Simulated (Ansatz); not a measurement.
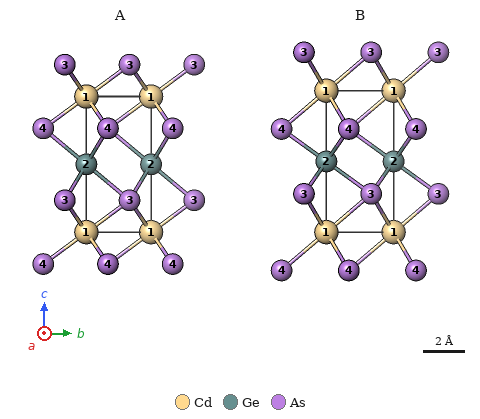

Two geometries of solid CdGeAs$_{2}$ (a generated structure, set up in P-3m1) (coarse preliminary run), drawn at one scale. One is the start of a relaxation, the other its converged end. A ball-and-stick model of the cell of the calculation, seen along the a axis.

Method: Ansatz, DFT PBE, scalar-relativistic, plane waves, PAW. Set-up: plane-wave cutoff 420 eV; k-point mesh 6 × 6 × 4; occupations gaussian; smearing width 0.1 eV; no spin polarisation; cell and atoms relaxed; force threshold 0.04 eV/Å; at most 70 steps.

> Which of the two is the end point?

Structure B is the relaxed one. Over 3 accepted moves (4 points after the start) the energy falls by 0.732 eV per cell of the calculation. The largest force component goes from 1.9 to 0.012 eV/Å. The pressure goes from 12.52 to 0.04 GPa. At 1 point the geometry stayed and the basis and grid were re-selected for the new cell (energy shift of 2.5 meV per cell of the calculation at most each time). The largest moves relative to the cell, 0.25 Å, are those of As3 and As4. As4 goes along −c. Ge and Cd stay in place. The volume changes by +12.6 %, with a = b 3.649 → 3.792 Å (+3.9 %), c 6.627 → 6.911 Å (+4.3 %). Near-neighbour distances that change, for instance: Cd1–As3 2.620 → 2.880 Å, Ge2–As3 2.743 → 2.702 Å. Among the angles between lasting bonds that change: As3–Cd1–As4 91.7° → 97.7°, Cd1–As3–Cd1 88.3° → 82.3°, As3–Cd1–As3 88.3° → 82.3°. The space group stays P-3m1 (No. 164). The run took 38 s on 1 thread of Arm Neoverse N1 (shared host), peak memory 0.47 GiB.
